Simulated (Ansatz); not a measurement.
Given this structure:

```cif
data_structure
_symmetry_space_group_name_H-M 'I m -3 m'
_symmetry_Int_Tables_number 229
_cell_length_a 3.3416
_cell_length_b 3.3416
_cell_length_c 3.3416
_cell_angle_alpha 90.000
_cell_angle_beta 90.000
_cell_angle_gamma 90.000
_cell_volume 37.31
loop_
_atom_site_label
_atom_site_type_symbol
_atom_site_symmetry_multiplicity
_atom_site_Wyckoff_symbol
_atom_site_fract_x
_atom_site_fract_y
_atom_site_fract_z
_atom_site_occupancy
Al1 Al 2 a 0.00000 0.00000 0.00000 1
```

**What crystal do these data define?**

The element is aluminium. The atoms follow space group Im-3m (No. 229); the Bravais lattice is body-centred cubic. The arrangement is known as body-centred cubic (W type). The cell holds two atoms.

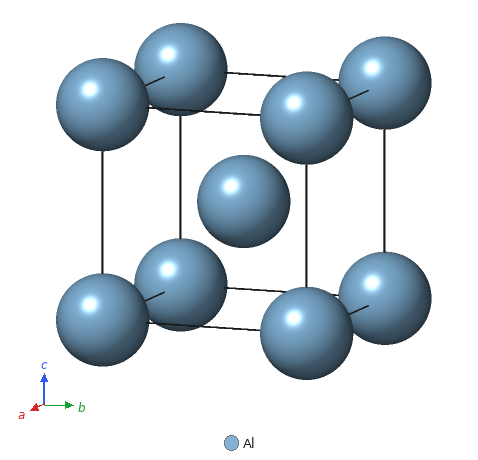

Structure drawing (spheres-only), viewed slightly off an axis. The conventional unit cell is outlined; an atom on or near a face, edge or corner is repeated at each equivalent position. Colours: aluminium light blue.

The cell started as a structure listed in the Materials Project. The cell was then strained or its atoms displaced on purpose. It was run through Ansatz as a DFT input.

At this level of theory the cell isn't at rest (stretched, at -8 GPa), so its distances can differ from those at equilibrium, the more so the softer the solid.
